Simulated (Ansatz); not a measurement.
**Gold, fcc under PBE: convergence with the plane-wave cutoff**

A convergence test of the plane-wave cutoff. The geometry was relaxed under PBE beforehand and stays fixed; 9 values are run, from 150 to 800 eV. Wanted are the values from which on the energy stays within 10 and 1 meV/atom, and the pressure within 0.5 GPa, of the last run. Within the series other settings stay, but some runs also write fields, which adds to their time. Spin polarisation is left out.

Program: Ansatz 0.2.0. Level of theory: DFT PBE, plane waves with PAW, scalar-relativistic. These are calculated values, not measurements.

### 1 The structure to begin with

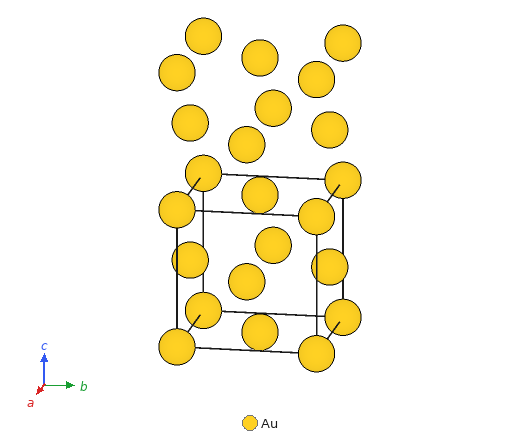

The structure, seen slightly off an axis (gold amber). 1×1×2 conventional cells are drawn; the run uses a primitive one. Any atoms on the faces are drawn again on the opposite ones.

As a file:

```cif
data_structure
_symmetry_space_group_name_H-M 'P 1'
_symmetry_Int_Tables_number 1
_cell_length_a 2.9391
_cell_length_b 2.9391
_cell_length_c 2.9391
_cell_angle_alpha 60.000
_cell_angle_beta 60.000
_cell_angle_gamma 60.000
_cell_volume 17.95
loop_
_atom_site_label
_atom_site_type_symbol
_atom_site_fract_x
_atom_site_fract_y
_atom_site_fract_z
_atom_site_occupancy
Au1 Au 0.00000 0.00000 0.00000 1
```

### 2 A run at the usual settings, for scale

input.yaml reads:

```yaml
crystal:
  lattice:
    - [0.0, 2.0782552709, 2.0782552709]
    - [2.0782552709, 0.0, 2.0782552709]
    - [2.0782552709, 2.0782552709, 0.0]
  atoms:
    - { symbol: Au, position: [0.0, 0.0, 0.0] }
hamiltonian:
  xc: pbe
  pseudopotentials:
    kind: paw
    azcp:
      Au: "pseudopotentials/Au.paw.azcp"
basis:
  ecutwfc: 420
  fft_grid_basis: typed
kpoints:
  mp_grid: { grid: [21, 21, 21], shift: [0, 0, 0] }
magnetization:
  spin_polarized: false
scf:
  occupations: { method: fermi_dirac, width: 0.1 }
  lower_state_search: "off"
output:
  stress: true
```

Command:

```sh
ansatz run input.yaml --threads 1 --pin off --max-ram 3584MiB --backend cpu --events-out ev --progress --plain --runs-dir out
```

Output, shortened:

```text
[...]
Pseudopotentials: kind: paw
Pseudopotential: Au, paw, valence charge 19, recommended cutoff 420 eV (normal), <dir>
Functional definition: PBE
[...]
Crystal: 1 atoms, lattice volume = 17.953 Å³
Basis set: ecut = 420 eV, 339 PW (Γ)
Bands: 14, of which v1, the nominal top of the filled ones, is band 10 counted from 1 (9 counted from 0)
Symmetry: 48 space group operations
Space group: Fm-3m (ITA 225), of the structure as read, at distance tolerance 2.6e-5 Å
k-points: 286 of 9261
[...]
SCF iter   1: F=—  HF=-13149.331218 eV  |F-HF|=—  |Δ(HF+E_count)|=         —  Δρ=1.46e-3  dr2=6.43e-5  ethr=1.77e-3  ⟨swp⟩=4.7  Hψ=20136  notcnv=0
[...]
SCF iter   6: F=-13149.331683 eV  HF=-13149.331683 eV  |F-HF|=1.64e-10  |Δ(HF+E_count)|=  9.77e-10  Δρ=2.58e-6  dr2=5.21e-10  ethr=6.71e-11  ⟨swp⟩=1.3  Hψ=12205  notcnv=0
[...]
SCF converged after 6 iterations
Free energy (F): -13149.331683 eV
[...]
E sigma→0 (E₀):  -13149.326274 eV
Entropy (-TS):   -0.010818 eV (-10.818 meV/atom)
Fermi energy:    19.272535 eV
[...]
--- Stress (GPa, compression-positive) ---
        0.128220       0.000000      -0.000000
        0.000000       0.128220       0.000000
       -0.000000       0.000000       0.128220
  P = ⅓ Tr σ = 0.1282 GPa (1.282 kbar)
```

Run time: 4.9 s. Hardware: 1 thread of Intel Xeon Platinum 8259CL at 2.50GHz (Skylake/Cascade Lake), shared host; peak memory 0.52 GiB.

### 3 Run at 150 eV

The run at 150 eV.

input.yaml, as its differences from that of step 2:

```diff
@@ -14,6 +14,6 @@
 basis:
-  ecutwfc: 420
+  ecutwfc: 150
   fft_grid_basis: typed
 kpoints:
-  mp_grid: { grid: [21, 21, 21], shift: [0, 0, 0] }
+  mp_grid: { grid: [13, 13, 13], shift: [0, 0, 0] }
 magnetization:
```

Command:

```sh
ansatz run input.yaml --threads 1 --pin off --max-ram 3584MiB --backend cpu --events-out ev --progress --plain --runs-dir out
```

Output, shortened:

```text
Warning: basis.ecutwfc = 150 eV is below the records' recommended 420 eV, and the density's cutoff is lower with it unless basis.ecutrho_ratio is high enough to keep the records' density cutoff: compare with a run at a higher cutoff
Warning: basis.ecutrho_ratio 4 (ecutrho = 600 eV, dense FFT grid 12×12×12): the grid does not resolve the core-correction charge of Au (measure 0.22 e/Å^2.5); warned from 0.08. The energy and each atom's force then go with where the atoms sit on the grid: on a 12-atom cubic HfO2 cell [...]
[... 3 set-up lines as earlier in the session ...]
[...]
Crystal: 1 atoms, lattice volume = 17.953 Å³
Basis set: ecut = 150 eV, 65 PW (Γ)
Bands: 14, of which v1, the nominal top of the filled ones, is band 10 counted from 1 (9 counted from 0)
[... 2 set-up lines as earlier in the session ...]
k-points: 84 of 2197
[...]
SCF iter   1: F=—  HF=-13109.293531 eV  |F-HF|=—  |Δ(HF+E_count)|=         —  Δρ=4.17e-1  dr2=2.18e1  ethr=1.77e-3  ⟨swp⟩=4.2  Hψ=5157  notcnv=0
[...]
SCF iter   8: F=-13098.245017 eV  HF=-13098.245017 eV  |F-HF|=1.09e-11  |Δ(HF+E_count)|=  3.40e-10  Δρ=1.07e-7  dr2=2.37e-12  ethr=6.52e-12  ⟨swp⟩=1.0  Hψ=3071  notcnv=0
[...]
SCF converged after 8 iterations
Free energy (F): -13098.245017 eV
[...]
E sigma→0 (E₀):  -13098.242401 eV
Entropy (-TS):   -0.005231 eV (-5.231 meV/atom)
Fermi energy:    19.080740 eV
[...]
--- Stress (GPa, compression-positive) ---
      -96.801480       0.000000       0.000000
        0.000000     -96.801480      -0.000000
        0.000000       0.000000     -96.801480
  P = ⅓ Tr σ = -96.8015 GPa (-968.015 kbar)
```

It took 1.2 s on 1 thread of Intel Xeon Platinum 8259CL at 2.50GHz (Skylake/Cascade Lake), shared host; peak memory 0.43 GiB.

### 4 Run at 200 eV

The run at 200 eV.

input.yaml, as its differences from that of step 3:

```diff
@@ -14,3 +14,3 @@
 basis:
-  ecutwfc: 150
+  ecutwfc: 200
   fft_grid_basis: typed
@@ -25 +25,5 @@
   stress: true
+  write_density: true
+  write_potential: true
+  elf: true
+  volumetric_format: npy
```

Command:

```sh
ansatz run input.yaml --threads 1 --pin off --max-ram 3584MiB --backend cpu --events-out ev --progress --plain --runs-dir out
```

Output, shortened:

```text
Warning: basis.ecutwfc = 200 eV is below the records' recommended 420 eV, and the density's cutoff is lower with it unless basis.ecutrho_ratio is high enough to keep the records' density cutoff: compare with a run at a higher cutoff
[...]
[... 3 set-up lines as earlier in the session ...]
[...]
Crystal: 1 atoms, lattice volume = 17.953 Å³
Basis set: ecut = 200 eV, 113 PW (Γ)
Bands: 14, of which v1, the nominal top of the filled ones, is band 10 counted from 1 (9 counted from 0)
[... 2 set-up lines as earlier in the session ...]
k-points: 84 of 2197
[...]
SCF iter   1: F=—  HF=-13140.511456 eV  |F-HF|=—  |Δ(HF+E_count)|=         —  Δρ=1.36e-1  dr2=1.84e0  ethr=1.77e-3  ⟨swp⟩=4.2  Hψ=5365  notcnv=0
[...]
SCF iter   7: F=-13139.669617 eV  HF=-13139.669617 eV  |F-HF|=2.00e-11  |Δ(HF+E_count)|=   1.50e-9  Δρ=4.17e-7  dr2=3.24e-11  ethr=4.50e-11  ⟨swp⟩=4.3  Hψ=5344  notcnv=0
[...]
SCF converged after 7 iterations
Free energy (F): -13139.669617 eV
[...]
E sigma→0 (E₀):  -13139.664347 eV
Entropy (-TS):   -0.010541 eV (-10.541 meV/atom)
Fermi energy:    19.594615 eV
[...]
--- Stress (GPa, compression-positive) ---
       15.743635       0.000000      -0.000000
        0.000000      15.743635      -0.000000
       -0.000000      -0.000000      15.743635
  P = ⅓ Tr σ = 15.7436 GPa (157.436 kbar)
--- Band table (eV; the first three rows and the last of 84) ---
  k-point 0: bands = ["-88.7316", "-39.0927", "-39.0927", "-39.0927", "10.1466", "14.7983", "14.7983", "14.7983", "16.0644", "16.0644", "34.0656", "37.9249", "37.9249", "37.9249"]
[...]
```

Wall time 1.6 s (1 thread of Intel Xeon Platinum 8259CL at 2.50GHz (Skylake/Cascade Lake), shared host); peak memory 0.44 GiB.

### 5 Run at 250 eV

The run at 250 eV.

input.yaml, as its differences from that of step 4:

```diff
@@ -14,3 +14,3 @@
 basis:
-  ecutwfc: 200
+  ecutwfc: 250
   fft_grid_basis: typed
@@ -25,5 +25 @@
   stress: true
-  write_density: true
-  write_potential: true
-  elf: true
-  volumetric_format: npy
```

Command:

```sh
ansatz run input.yaml --threads 1 --pin off --max-ram 3584MiB --backend cpu --events-out ev --progress --plain --runs-dir out
```

Output, shortened:

```text
Warning: basis.ecutwfc = 250 eV is below the records' recommended 420 eV, and the density's cutoff is lower with it unless basis.ecutrho_ratio is high enough to keep the records' density cutoff: compare with a run at a higher cutoff
[...]
[... 3 set-up lines as earlier in the session ...]
[...]
Crystal: 1 atoms, lattice volume = 17.953 Å³
Basis set: ecut = 250 eV, 169 PW (Γ)
Bands: 14, of which v1, the nominal top of the filled ones, is band 10 counted from 1 (9 counted from 0)
[... 2 set-up lines as earlier in the session ...]
k-points: 84 of 2197
[...]
SCF iter   1: F=—  HF=-13148.155851 eV  |F-HF|=—  |Δ(HF+E_count)|=         —  Δρ=3.43e-2  dr2=8.96e-2  ethr=1.77e-3  ⟨swp⟩=4.4  Hψ=5550  notcnv=0
[...]
SCF iter   6: F=-13148.124711 eV  HF=-13148.124711 eV  |F-HF|=1.36e-10  |Δ(HF+E_count)|=   7.69e-8  Δρ=1.81e-6  dr2=4.88e-10  ethr=3.70e-10  ⟨swp⟩=2.1  Hψ=3826  notcnv=0
[...]
SCF converged after 6 iterations
Free energy (F): -13148.124711 eV
[...]
E sigma→0 (E₀):  -13148.119567 eV
Entropy (-TS):   -0.010288 eV (-10.288 meV/atom)
Fermi energy:    19.340849 eV
[...]
--- Stress (GPa, compression-positive) ---
        1.440363       0.000000       0.000000
       -0.000000       1.440363       0.000000
       -0.000000      -0.000000       1.440363
  P = ⅓ Tr σ = 1.4404 GPa (14.404 kbar)
```

Wall time 1.3 s (1 thread of Intel Xeon Platinum 8259CL at 2.50GHz (Skylake/Cascade Lake), shared host); peak memory 0.45 GiB.

### 6 Run at 300 eV

The run at 300 eV.

input.yaml, as its differences from that of step 5:

```diff
@@ -14,3 +14,3 @@
 basis:
-  ecutwfc: 250
+  ecutwfc: 300
   fft_grid_basis: typed
```

Command:

```sh
ansatz run input.yaml --threads 1 --pin off --max-ram 3584MiB --backend cpu --events-out ev --progress --plain --runs-dir out
```

Output, shortened:

```text
Warning: basis.ecutwfc = 300 eV is below the records' recommended 420 eV, and the density's cutoff is lower with it unless basis.ecutrho_ratio is high enough to keep the records' density cutoff: compare with a run at a higher cutoff
[...]
[... 3 set-up lines as earlier in the session ...]
[...]
Crystal: 1 atoms, lattice volume = 17.953 Å³
Basis set: ecut = 300 eV, 181 PW (Γ)
Bands: 14, of which v1, the nominal top of the filled ones, is band 10 counted from 1 (9 counted from 0)
[... 2 set-up lines as earlier in the session ...]
k-points: 84 of 2197
[...]
SCF iter   1: F=—  HF=-13149.227248 eV  |F-HF|=—  |Δ(HF+E_count)|=         —  Δρ=6.76e-3  dr2=2.71e-3  ethr=1.77e-3  ⟨swp⟩=4.8  Hψ=5779  notcnv=0
[...]
SCF iter   6: F=-13149.227417 eV  HF=-13149.227417 eV  |F-HF|=1.09e-11  |Δ(HF+E_count)|=   1.84e-8  Δρ=6.56e-7  dr2=3.80e-11  ethr=5.00e-11  ⟨swp⟩=1.2  Hψ=3709  notcnv=0
[...]
SCF converged after 6 iterations
Free energy (F): -13149.227417 eV
[...]
E sigma→0 (E₀):  -13149.222487 eV
Entropy (-TS):   -0.009860 eV (-9.860 meV/atom)
Fermi energy:    19.334778 eV
[...]
--- Stress (GPa, compression-positive) ---
       -0.575598       0.000000      -0.000000
       -0.000000      -0.575598       0.000000
       -0.000000      -0.000000      -0.575598
  P = ⅓ Tr σ = -0.5756 GPa (-5.756 kbar)
```

Run time: 1.2 s. Hardware: 1 thread of Intel Xeon Platinum 8259CL at 2.50GHz (Skylake/Cascade Lake), shared host; peak memory 0.46 GiB.

### 7 Run at 350 eV

The run at 350 eV.

input.yaml, as its differences from that of step 6:

```diff
@@ -14,3 +14,3 @@
 basis:
-  ecutwfc: 300
+  ecutwfc: 350
   fft_grid_basis: typed
```

Command:

```sh
ansatz run input.yaml --threads 1 --pin off --max-ram 3584MiB --backend cpu --events-out ev --progress --plain --runs-dir out
```

Output, shortened:

```text
Warning: basis.ecutwfc = 350 eV is below the records' recommended 420 eV, and the density's cutoff is lower with it unless basis.ecutrho_ratio is high enough to keep the records' density cutoff: compare with a run at a higher cutoff
[...]
[... 3 set-up lines as earlier in the session ...]
[...]
Crystal: 1 atoms, lattice volume = 17.953 Å³
Basis set: ecut = 350 eV, 283 PW (Γ)
Bands: 14, of which v1, the nominal top of the filled ones, is band 10 counted from 1 (9 counted from 0)
[... 2 set-up lines as earlier in the session ...]
k-points: 84 of 2197
[...]
SCF iter   1: F=—  HF=-13149.328176 eV  |F-HF|=—  |Δ(HF+E_count)|=         —  Δρ=1.55e-3  dr2=1.03e-4  ethr=1.77e-3  ⟨swp⟩=4.8  Hψ=5792  notcnv=0
[...]
SCF iter   6: F=-13149.328641 eV  HF=-13149.328641 eV  |F-HF|=8.91e-11  |Δ(HF+E_count)|=   2.01e-9  Δρ=1.32e-6  dr2=1.89e-10  ethr=8.50e-11  ⟨swp⟩=1.2  Hψ=3600  notcnv=0
[...]
SCF converged after 6 iterations
Free energy (F): -13149.328641 eV
[...]
E sigma→0 (E₀):  -13149.323747 eV
Entropy (-TS):   -0.009788 eV (-9.788 meV/atom)
Fermi energy:    19.336045 eV
[...]
--- Stress (GPa, compression-positive) ---
        0.020110       0.000000       0.000000
       -0.000000       0.020110       0.000000
        0.000000       0.000000       0.020110
  P = ⅓ Tr σ = 0.0201 GPa (0.201 kbar)
```

It took 1.2 s on 1 thread of Intel Xeon Platinum 8259CL at 2.50GHz (Skylake/Cascade Lake), shared host; peak memory 0.46 GiB.

### 8 Run at 420 eV

The run at 420 eV.

input.yaml, as its differences from that of step 7:

```diff
@@ -14,3 +14,3 @@
 basis:
-  ecutwfc: 350
+  ecutwfc: 420
   fft_grid_basis: typed
```

Command:

```sh
ansatz run input.yaml --threads 1 --pin off --max-ram 3584MiB --backend cpu --events-out ev --progress --plain --runs-dir out
```

Output, shortened:

```text
[...]
[... 3 set-up lines as earlier in the session ...]
[...]
Crystal: 1 atoms, lattice volume = 17.953 Å³
Basis set: ecut = 420 eV, 339 PW (Γ)
Bands: 14, of which v1, the nominal top of the filled ones, is band 10 counted from 1 (9 counted from 0)
[... 2 set-up lines as earlier in the session ...]
k-points: 84 of 2197
[...]
SCF iter   1: F=—  HF=-13149.333288 eV  |F-HF|=—  |Δ(HF+E_count)|=         —  Δρ=1.49e-3  dr2=8.11e-5  ethr=1.77e-3  ⟨swp⟩=4.7  Hψ=5919  notcnv=0
[...]
SCF iter   6: F=-13149.333752 eV  HF=-13149.333752 eV  |F-HF|=9.82e-11  |Δ(HF+E_count)|=  1.09e-10  Δρ=2.32e-6  dr2=4.28e-10  ethr=1.05e-10  ⟨swp⟩=1.6  Hψ=3639  notcnv=0
[...]
SCF converged after 6 iterations
Free energy (F): -13149.333752 eV
[...]
E sigma→0 (E₀):  -13149.328859 eV
Entropy (-TS):   -0.009785 eV (-9.785 meV/atom)
Fermi energy:    19.335165 eV
[...]
--- Stress (GPa, compression-positive) ---
       -0.000061       0.000000       0.000000
       -0.000000      -0.000061      -0.000000
       -0.000000       0.000000      -0.000061
  P = ⅓ Tr σ = -0.0001 GPa (-0.001 kbar)
```

It took 1.4 s on 1 thread of Intel Xeon Platinum 8259CL at 2.50GHz (Skylake/Cascade Lake), shared host; peak memory 0.45 GiB.

### 9 Run at 500 eV

The run at 500 eV.

input.yaml, as its differences from that of step 8:

```diff
@@ -14,3 +14,3 @@
 basis:
-  ecutwfc: 420
+  ecutwfc: 500
   fft_grid_basis: typed
@@ -25 +25,5 @@
   stress: true
+  write_density: true
+  write_potential: true
+  elf: true
+  volumetric_format: npy
```

Command:

```sh
ansatz run input.yaml --threads 1 --pin off --max-ram 3584MiB --backend cpu --events-out ev --progress --plain --runs-dir out
```

Output, shortened:

```text
[...]
[... 3 set-up lines as earlier in the session ...]
[...]
Crystal: 1 atoms, lattice volume = 17.953 Å³
Basis set: ecut = 500 eV, 459 PW (Γ)
Bands: 14, of which v1, the nominal top of the filled ones, is band 10 counted from 1 (9 counted from 0)
[... 2 set-up lines as earlier in the session ...]
k-points: 84 of 2197
[...]
SCF iter   1: F=—  HF=-13149.334453 eV  |F-HF|=—  |Δ(HF+E_count)|=         —  Δρ=1.48e-3  dr2=8.31e-5  ethr=1.77e-3  ⟨swp⟩=4.7  Hψ=5908  notcnv=0
[...]
SCF iter   6: F=-13149.334876 eV  HF=-13149.334876 eV  |F-HF|=8.73e-11  |Δ(HF+E_count)|=   1.48e-9  Δρ=1.24e-6  dr2=1.70e-10  ethr=7.24e-11  ⟨swp⟩=4.8  Hψ=5870  notcnv=0
[...]
SCF converged after 6 iterations
Free energy (F): -13149.334876 eV
[...]
E sigma→0 (E₀):  -13149.329983 eV
Entropy (-TS):   -0.009785 eV (-9.785 meV/atom)
Fermi energy:    19.334832 eV
[...]
--- Stress (GPa, compression-positive) ---
       -0.001468       0.000000      -0.000000
       -0.000000      -0.001468       0.000000
       -0.000000       0.000000      -0.001468
  P = ⅓ Tr σ = -0.0015 GPa (-0.015 kbar)
--- Band table (eV; the first three rows and the last of 84) ---
  k-point 0: bands = ["-86.0324", "-37.3972", "-37.3972", "-37.3972", "9.9085", "14.8160", "14.8160", "14.8160", "16.2018", "16.2018", "33.7698", "37.4729", "37.4729", "37.4729"]
[...]
```

Wall time 2.4 s (1 thread of Intel Xeon Platinum 8259CL at 2.50GHz (Skylake/Cascade Lake), shared host); peak memory 0.48 GiB.

### 10 Run at 600 eV

The run at 600 eV.

input.yaml, as its differences from that of step 9:

```diff
@@ -14,3 +14,3 @@
 basis:
-  ecutwfc: 500
+  ecutwfc: 600
   fft_grid_basis: typed
@@ -25,5 +25 @@
   stress: true
-  write_density: true
-  write_potential: true
-  elf: true
-  volumetric_format: npy
```

Command:

```sh
ansatz run input.yaml --threads 1 --pin off --max-ram 3584MiB --backend cpu --events-out ev --progress --plain --runs-dir out
```

Output, shortened:

```text
[...]
[... 3 set-up lines as earlier in the session ...]
[...]
Crystal: 1 atoms, lattice volume = 17.953 Å³
Basis set: ecut = 600 eV, 609 PW (Γ)
Bands: 14, of which v1, the nominal top of the filled ones, is band 10 counted from 1 (9 counted from 0)
[... 2 set-up lines as earlier in the session ...]
k-points: 84 of 2197
[...]
SCF iter   1: F=—  HF=-13149.334655 eV  |F-HF|=—  |Δ(HF+E_count)|=         —  Δρ=1.53e-3  dr2=8.71e-5  ethr=1.77e-3  ⟨swp⟩=4.7  Hψ=5947  notcnv=0
[...]
SCF iter   6: F=-13149.335057 eV  HF=-13149.335057 eV  |F-HF|=4.73e-11  |Δ(HF+E_count)|=  8.84e-10  Δρ=1.03e-6  dr2=1.12e-10  ethr=4.36e-11  ⟨swp⟩=1.1  Hψ=3581  notcnv=0
[...]
SCF converged after 6 iterations
Free energy (F): -13149.335057 eV
[...]
E sigma→0 (E₀):  -13149.330164 eV
Entropy (-TS):   -0.009785 eV (-9.785 meV/atom)
Fermi energy:    19.334781 eV
[...]
--- Stress (GPa, compression-positive) ---
        0.000272       0.000000       0.000000
        0.000000       0.000272      -0.000000
        0.000000      -0.000000       0.000272
  P = ⅓ Tr σ = 0.0003 GPa (0.003 kbar)
```

Wall time 2.7 s (1 thread of Intel Xeon Platinum 8259CL at 2.50GHz (Skylake/Cascade Lake), shared host); peak memory 0.48 GiB.

### 11 Run at 800 eV

The run at 800 eV.

input.yaml, as its differences from that of step 10:

```diff
@@ -14,3 +14,3 @@
 basis:
-  ecutwfc: 600
+  ecutwfc: 800
   fft_grid_basis: typed
```

Command:

```sh
ansatz run input.yaml --threads 1 --pin off --max-ram 3584MiB --backend cpu --events-out ev --progress --plain --runs-dir out
```

Output, shortened:

```text
[...]
[... 3 set-up lines as earlier in the session ...]
[...]
Crystal: 1 atoms, lattice volume = 17.953 Å³
Basis set: ecut = 800 eV, 941 PW (Γ)
Bands: 14, of which v1, the nominal top of the filled ones, is band 10 counted from 1 (9 counted from 0)
[... 2 set-up lines as earlier in the session ...]
k-points: 84 of 2197
[...]
SCF iter   1: F=—  HF=-13149.334740 eV  |F-HF|=—  |Δ(HF+E_count)|=         —  Δρ=1.54e-3  dr2=8.83e-5  ethr=1.77e-3  ⟨swp⟩=4.8  Hψ=6011  notcnv=0
[...]
SCF iter   6: F=-13149.335159 eV  HF=-13149.335159 eV  |F-HF|=4.73e-11  |Δ(HF+E_count)|=   1.43e-9  Δρ=9.48e-7  dr2=9.96e-11  ethr=4.57e-11  ⟨swp⟩=1.1  Hψ=3586  notcnv=0
[...]
SCF converged after 6 iterations
Free energy (F): -13149.335159 eV
[...]
E sigma→0 (E₀):  -13149.330267 eV
Entropy (-TS):   -0.009785 eV (-9.785 meV/atom)
Fermi energy:    19.334741 eV
[...]
--- Stress (GPa, compression-positive) ---
       -0.000556      -0.000000       0.000000
       -0.000000      -0.000556      -0.000000
       -0.000000      -0.000000      -0.000556
  P = ⅓ Tr σ = -0.0006 GPa (-0.006 kbar)
```

Wall time 3.3 s (1 thread of Intel Xeon Platinum 8259CL at 2.50GHz (Skylake/Cascade Lake), shared host); peak memory 0.51 GiB.

### 12 The series

Energies count from the run at 800 eV.

```
cutoff (eV)  plane waves at Γ  E(σ → 0) (meV/atom)  P (GPa)  SCF cycles  CPU time
        150                65             51087.87   -96.80           8     1.2 s
        200               113              9665.92    15.74           7     1.6 s
        250               169              1210.70     1.44           6     1.3 s
        300               181               107.78    -0.58           6     1.2 s
        350               283                 6.52     0.02           6     1.2 s
        420               339                 1.41     0.00           6     1.4 s
        500               459                 0.28     0.00           6     2.4 s
        600               609                 0.10     0.00           6     2.7 s
        800               941                 0.00     0.00           6     3.4 s
```

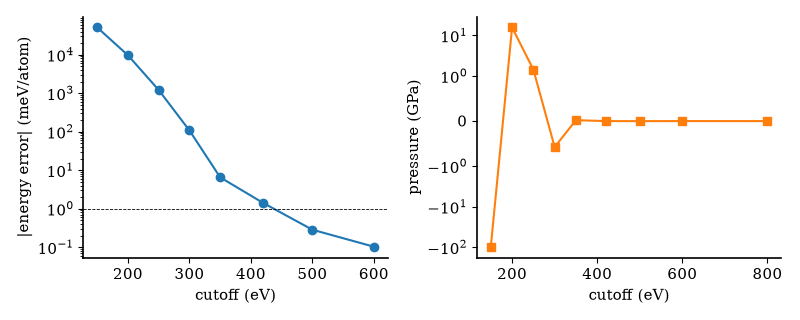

Energy and pressure against the plane-wave cutoff; the dashed line marks 1 meV/atom.

### 13 Results

| quantity | value |
| --- | --- |
| E(σ → 0) stays within 10 meV/atom of 800 eV | from 350 eV on |
| E(σ → 0) stays within 1 meV/atom | from 500 eV on |
| pressure stays within 0.5 GPa | from 350 eV on |
| pressure at 800 eV | 0.00 GPa |
| CPU time, dearest over cheapest | 2.9 |
| run at the usual settings (mesh 21×21×21 against the series' 13×13×13, 420 eV) | +4.0 meV/atom from 800 eV, 0.13 GPa |

The far end, 150 eV, lies +51088 meV/atom and -96.8 GPa from the yardstick. The energy falls at each step up in cutoff, as the variational principle asks. 1 meV/atom is reached at 500 eV; energy differences often converge earlier, as errors cancel. The cell taken over is 6 % larger than the measured one (16.96 Å³/atom, COD).
